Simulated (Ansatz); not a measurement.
## What a change does: single-point calculation on C

System: C (4 atoms in the cell).
Method of run 1: DFT PBE, scalar-relativistic, plane waves, PAW, PAW set soft_1, no spin polarisation (Ansatz 0.2.0).

The structure derives from an entry of the Crystallography Open Database. Text and figures count atoms from 1; the logs count them from 0 in places.

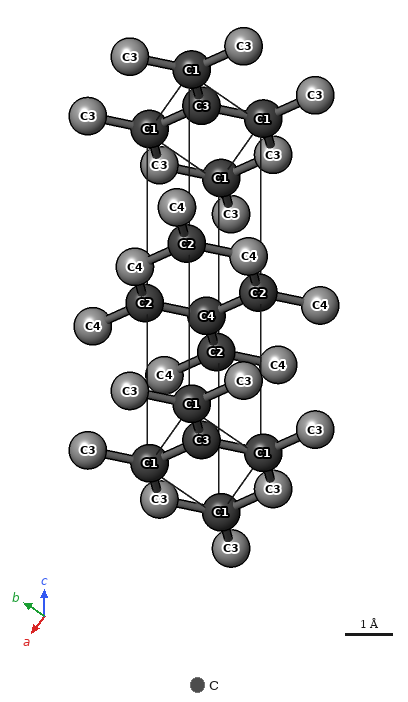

The input geometry (ball-and-stick view of the cell of the calculation, seen at an oblique angle; neighbours outside the cell are drawn fainter; atoms are numbered from 1 in the order of the input). An atom can appear more than once, as a periodic image. Near neighbours in the periodic cell (some may lie outside the picture): C has 3 C at 1.42 to 1.45 Å.

## The input, run 1
```yaml
crystal:
  lattice:
    - [2.5239931184, 0.0, 0.0]
    - [-1.2619965592, 2.1360716891, 0.0]
    - [0.0, 0.0, 8.5653080463]
  atoms:
    - { symbol: C, position: [-0.0576914494, 0.0, 0.0025] }
    - { symbol: C, position: [0.0576914494, 0.0, 0.5025] }
    - { symbol: C, position: [0.275640787, 0.6666666667, 0.0025] }
    - { symbol: C, position: [0.724359213, 0.3333333333, 0.5025] }
basis:
  ecutwfc: 520.0
kpoints:
  mp_grid: { grid: [18, 18, 6] }
hamiltonian:
  xc: pbe
  pseudopotentials: { kind: paw, azcp: { folder: soft_1 } }
scf:
  occupations: { method: gaussian, width: 0.15 }
output:
  forces: true
  stress: true
  eigenvalues: true
```

Command:
```bash
ansatz run input.yaml --threads 2 --pin off --max-ram 4096MiB --backend cpu --events-out ev --progress --plain --runs-dir out
```

Hardware: 2 threads of Arm Neoverse N1, 98 GiB of memory available, shared host.

## Output, shortened to warnings, some set-up lines, iterations and results (run 1)
```
Basis set: ecut = 520 eV, 1249 PW (Γ), exchange–correlation on 40×40×128 points (8 copies of the dense FFT grid, shifted against one another)
Symmetry: 4 space group operations
k-points: 656 of 1944
Initial density: superposition of atomic densities (chi_scale 0.1, normalization cell)
[...]
SCF iter   1: F=—  HF=-1005.763998 eV  |F-HF|=—  |Δ(HF+E_count)|=         —  Δρ=1.07e-1  dr2=4.79e0  ethr=3.10e-3  ⟨swp⟩=5.6  Hψ=46807  notcnv=0
SCF iter   2: F=—  HF=-1003.832201 eV  |F-HF|=—  |Δ(HF+E_count)|=    1.93e0  Δρ=3.87e-2  dr2=4.02e-1  ethr=3.10e-3  ⟨swp⟩=3.0  Hψ=23404  notcnv=0
SCF iter   3: F=—  HF=-1003.718528 eV  |F-HF|=—  |Δ(HF+E_count)|=   1.14e-1  Δρ=7.87e-3  dr2=9.17e-3  ethr=2.51e-3  ⟨swp⟩=3.2  Hψ=19771  notcnv=0
SCF iter   4: F=—  HF=-1003.720124 eV  |F-HF|=—  |Δ(HF+E_count)|=   1.60e-3  Δρ=5.28e-4  dr2=1.28e-4  ethr=5.73e-5  ⟨swp⟩=1.7  Hψ=11901  notcnv=0
SCF iter   5: F=—  HF=-1003.720108 eV  |F-HF|=—  |Δ(HF+E_count)|=   1.58e-5  Δρ=3.22e-4  dr2=4.14e-5  ethr=8.03e-7  ⟨swp⟩=2.0  Hψ=13049  notcnv=0
SCF iter   6: F=—  HF=-1003.720124 eV  |F-HF|=—  |Δ(HF+E_count)|=   1.57e-5  Δρ=8.17e-5  dr2=1.90e-6  ethr=2.59e-7  ⟨swp⟩=2.6  Hψ=13247  notcnv=0
SCF iter   7: F=-1003.720124 eV  HF=-1003.720124 eV  |F-HF|=7.99e-9  |Δ(HF+E_count)|=   4.89e-7  Δρ=5.35e-6  dr2=6.46e-9  ethr=6.25e-10  ⟨swp⟩=7.3  Hψ=49154  notcnv=0
SCF 1 converged in 7 iterations: F = -1003.720124 eV  dr2 = 6.46e-9
SCF converged after 7 iterations
Free energy (F): -1003.720124 eV
Harris-Foulkes:  -1003.720124 eV  (|F-HF|=7.99e-9)
Internal energy: -1003.719310 eV  (E = F + TS)
E sigma→0 (E₀):  -1003.719717 eV
Entropy (-TS):   -0.000814 eV (-0.204 meV/atom)
Fermi energy:    4.357906 eV
--- Per-component energies (eV) ---
  E_band       = -74.555523
  E_kinetic    = 349.641299
  E_local      = -870.411007  (includes V_loc(G=0)·N_el)
  E_nonlocal   = 93.144491
  E_hartree    = 306.851147
  E_xc         = -186.632764
  E_vxc        = -229.721445  (∫ρ·V_xc dr)
  E_paw        = -400.006906  (= ΣΔE_a)
  E_vpaw       = -30.910508  (= ΣTr[D̂ρ^β])
  E_aug_tail   = 0.000003  (compensation charges beyond the density's cutoff)
  E_ewald      = -296.305572
  E_smearing   = -0.000814  (= −TS)
  E_closure    = 0.000000  (closes the sum)
  Σ components = -1003.720124   (vs F -1003.720124, Δ=0.00e0)
--- Forces (eV/Å), atoms counted from 1 ---
  atom   1  C     -0.00080985    -0.17268934     0.00000000
  atom   2  C      0.00080985     0.17268934    -0.00000000
  atom   3  C      0.00154037     0.17242895    -0.00000000
  atom   4  C     -0.00154037    -0.17242895     0.00000000
  max |Σ_I F_I| component: 0.00e0 eV/Å
--- Stress (GPa, compression-positive) ---
      -17.919885      -0.013109       0.000000
       -0.013109      -3.049776       0.000000
        0.000000       0.000000       0.051258
  P = ⅓ Tr σ = -6.9728 GPa (-69.728 kbar)
```

For run 2 the input was changed thus:
```diff
-    - [2.5239931184, 0.0, 0.0]
-    - [-1.2619965592, 2.1360716891, 0.0]
+    - [2.3513364993, 0.0, 0.0]
+    - [-1.1756682496, 2.1360716891, 0.0]
```

Predict how the results change.

With the same functional and potentials, run 2 lies 55.5 meV per atom higher. The gap on the mesh goes from 0.18 to 0.53 eV. The pressure goes from −6.97 to 17.60 GPa. The largest force goes from 0.173 to 0.749 eV/Å. The volume per atom goes from 11.54 to 10.76 Å³. The number of SCF iterations is the same. The plane waves at Γ go from 1249 to 1173.

## Output, shortened to warnings, some set-up lines, iterations and results (run 2)
```
Basis set: ecut = 520 eV, 1173 PW (Γ), exchange–correlation on 36×40×128 points (8 copies of the dense FFT grid, shifted against one another)
Symmetry: 4 space group operations
k-points: 656 of 1944
Initial density: superposition of atomic densities (chi_scale 0.1, normalization cell)
[...]
SCF iter   1: F=—  HF=-1006.346083 eV  |F-HF|=—  |Δ(HF+E_count)|=         —  Δρ=1.28e-1  dr2=6.42e0  ethr=3.10e-3  ⟨swp⟩=5.4  Hψ=47701  notcnv=0
SCF iter   2: F=—  HF=-1003.653903 eV  |F-HF|=—  |Δ(HF+E_count)|=    2.69e0  Δρ=4.41e-2  dr2=5.09e-1  ethr=3.10e-3  ⟨swp⟩=3.0  Hψ=23656  notcnv=0
SCF iter   3: F=—  HF=-1003.496358 eV  |F-HF|=—  |Δ(HF+E_count)|=   1.58e-1  Δρ=8.71e-3  dr2=1.02e-2  ethr=3.10e-3  ⟨swp⟩=3.1  Hψ=20342  notcnv=0
SCF iter   4: F=—  HF=-1003.498331 eV  |F-HF|=—  |Δ(HF+E_count)|=   1.97e-3  Δρ=4.29e-4  dr2=1.50e-4  ethr=6.35e-5  ⟨swp⟩=2.4  Hψ=12422  notcnv=0
SCF iter   5: F=—  HF=-1003.498276 eV  |F-HF|=—  |Δ(HF+E_count)|=   5.53e-5  Δρ=1.59e-4  dr2=9.04e-6  ethr=9.37e-7  ⟨swp⟩=2.0  Hψ=13045  notcnv=0
SCF iter   6: F=—  HF=-1003.498302 eV  |F-HF|=—  |Δ(HF+E_count)|=   2.64e-5  Δρ=6.19e-5  dr2=9.40e-7  ethr=5.65e-8  ⟨swp⟩=2.0  Hψ=12987  notcnv=0
SCF iter   7: F=-1003.498303 eV  HF=-1003.498303 eV  |F-HF|=1.30e-8  |Δ(HF+E_count)|=   2.04e-7  Δρ=1.53e-5  dr2=4.68e-8  ethr=6.25e-10  ⟨swp⟩=7.3  Hψ=49094  notcnv=0
SCF 1 converged in 7 iterations: F = -1003.498303 eV  dr2 = 4.68e-8
SCF converged after 7 iterations
Free energy (F): -1003.498303 eV
Harris-Foulkes:  -1003.498303 eV  (|F-HF|=1.30e-8)
Internal energy: -1003.498269 eV  (E = F + TS)
E sigma→0 (E₀):  -1003.498286 eV
Entropy (-TS):   -0.000034 eV (-0.008 meV/atom)
Fermi energy:    5.064301 eV
--- Per-component energies (eV) ---
  E_band       = -69.738225
  E_kinetic    = 362.365210
  E_local      = -922.620209  (includes V_loc(G=0)·N_el)
  E_nonlocal   = 95.467460
  E_hartree    = 330.698769
  E_xc         = -189.855549
  E_vxc        = -233.903190  (∫ρ·V_xc dr)
  E_paw        = -401.324580  (= ΣΔE_a)
  E_vpaw       = -32.444938  (= ΣTr[D̂ρ^β])
  E_aug_tail   = 0.000001  (compensation charges beyond the density's cutoff)
  E_ewald      = -278.229372
  E_smearing   = -0.000034  (= −TS)
  E_closure    = 0.000000  (closes the sum)
  Σ components = -1003.498303   (vs F -1003.498303, Δ=0.00e0)
--- Forces (eV/Å), atoms counted from 1 ---
  atom   1  C      0.00097490     0.74822996     0.00000000
  atom   2  C     -0.00097490    -0.74822996     0.00000000
  atom   3  C     -0.00035207    -0.74877298     0.00000000
  atom   4  C      0.00035207     0.74877298     0.00000000
  max |Σ_I F_I| component: 2.22e-16 eV/Å
--- Stress (GPa, compression-positive) ---
       45.285197       0.000719       0.000000
        0.000719       7.488086       0.000000
        0.000000       0.000000       0.040025
  P = ⅓ Tr σ = 17.6044 GPa (176.044 kbar)
```

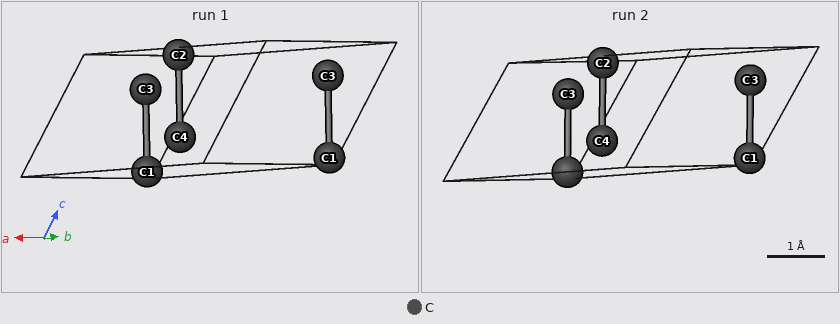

The two input geometries at one scale (ball-and-stick view of the cell of the calculation, set on other vectors, seen at an oblique angle). No atom moves by more than 0.005 Å relative to the cell. Cell: a = c 2.481 → 2.438 Å (−1.7 %), b stays at 8.565 Å, β 118.9° → 122.3°. Volume −6.8 %. Among the contacts that change: C1–C3 1.449 → 1.374 Å.

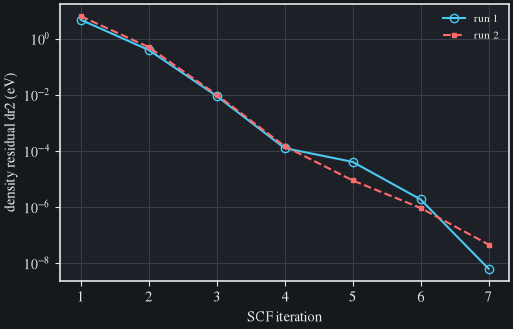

Convergence of the two runs: density residual dr2 against the SCF iteration. Run 1 takes 7 iterations in all, and run 2 takes 7.

## The two runs side by side

| quantity | run 1 | run 2 |
| --- | --- | --- |
| outcome | converged | converged |
| free energy per atom (eV) | −250.9300 | −250.8746 |
| gap on the mesh (eV) | 0.18 | 0.53 |
| pressure (GPa) | −6.97 | 17.60 |
| volume per atom (Å³) | 11.54 | 10.76 |
| largest force (eV/Å) | 0.173 | 0.749 |
| SCF iterations | 7 | 7 |
| irreducible k-points | 656 | 656 |
| plane waves at Γ | 1249 | 1173 |
| wall time (shared host) | 26 s | 23 s |
